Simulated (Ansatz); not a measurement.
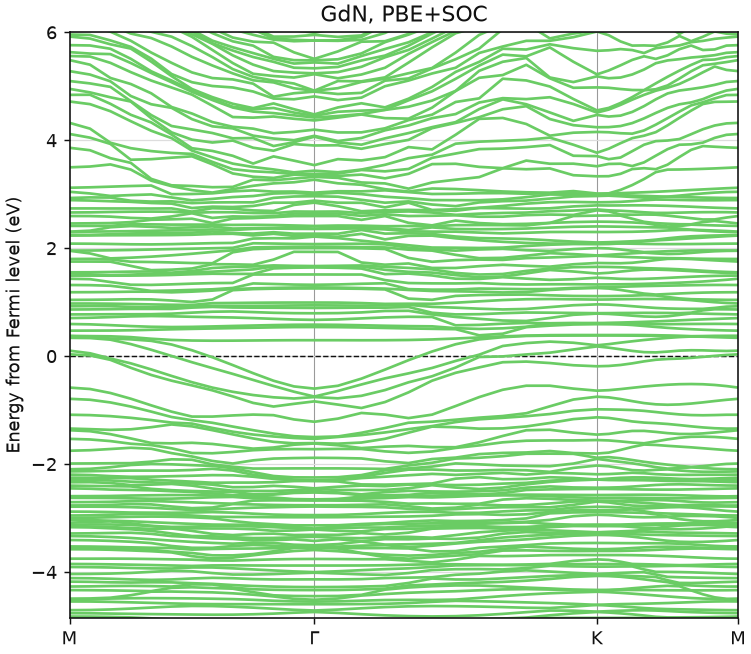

Band structure. Energies are counted from the Fermi level.

Structure: a (111) slab cut from GdN (Fm-3m), ended by N above and Gd below, 8 atoms in the cell; a = 3.52 Å, b = 3.52 Å, c = 25.07 Å, α = 90.00°, β = 90.00°, γ = 120.00°.

Method: DFT PBE, spin-orbit coupling, plane waves, PAW, 12×12×1 k mesh, Gaussian smearing of 0.1 eV (Ansatz 0.2.0).

**Metal, semiconductor or insulator?**

A metal: bands cross the Fermi level along this path.

**Are there flat bands near the Fermi level?**

13 bands within 1.5 eV of the Fermi level are narrower than 0.3 eV along the path; they lie between 0.3 and 1.6 eV and signal localised states.

**By band count a gap could open at this filling. What closes it?**

The last band that the electron count would fill rises to 0.18 eV above the Fermi level at K, leaving holes there, and the next band dips to 0.75 eV below it at Γ, holding electrons: an overlap of 0.93 eV.

The run is magnetic, with a net spin moment of 27.5 μB a cell, so time reversal doesn't pair the spinor levels. The run may have settled in a state above the lowest, so this need not be the ground state.
